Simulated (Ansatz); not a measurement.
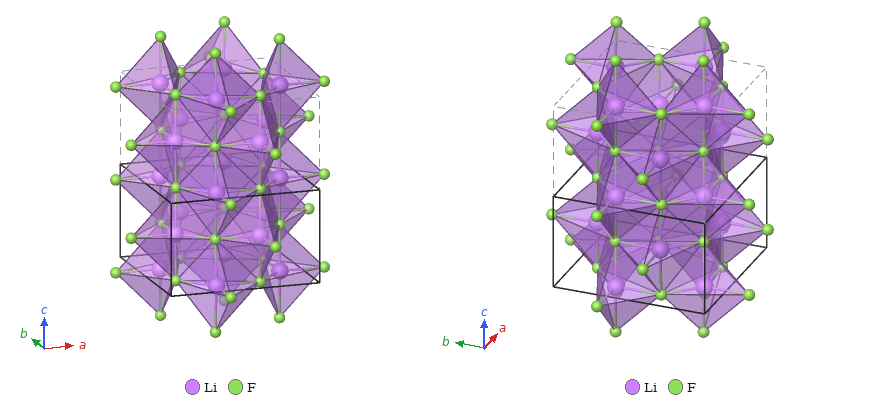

Polyhedra are drawn about Li (bonds: F–Li below 2.2 Å); other atoms are plain spheres. Two views of the same piece.

The compound is LiF (space group I4/mcm, No. 140), taken as coordinates from a relaxation at fixed volume with Ansatz, DFT PBE, scalar-relativistic, plane waves, PAW; the starting structure was generated, so it need not be a known form of this composition.

Q: What figure surrounds each Li atom, and what does it share with the other drawn polyhedra?

A: Li: LiF5 trigonal bipyramid, sharing edges with seven neighbours and corners with six neighbours.

Q: How do these polyhedra hang together as a whole?

A: They form a three-dimensional framework of corner- and edge-sharing trigonal bipyramids.

Q: How far apart are the centres of linked polyhedra?

A: Centre to centre across a shared edge: 2.67 to 2.73 Å; across a shared corner: 3.48 to 3.95 Å.
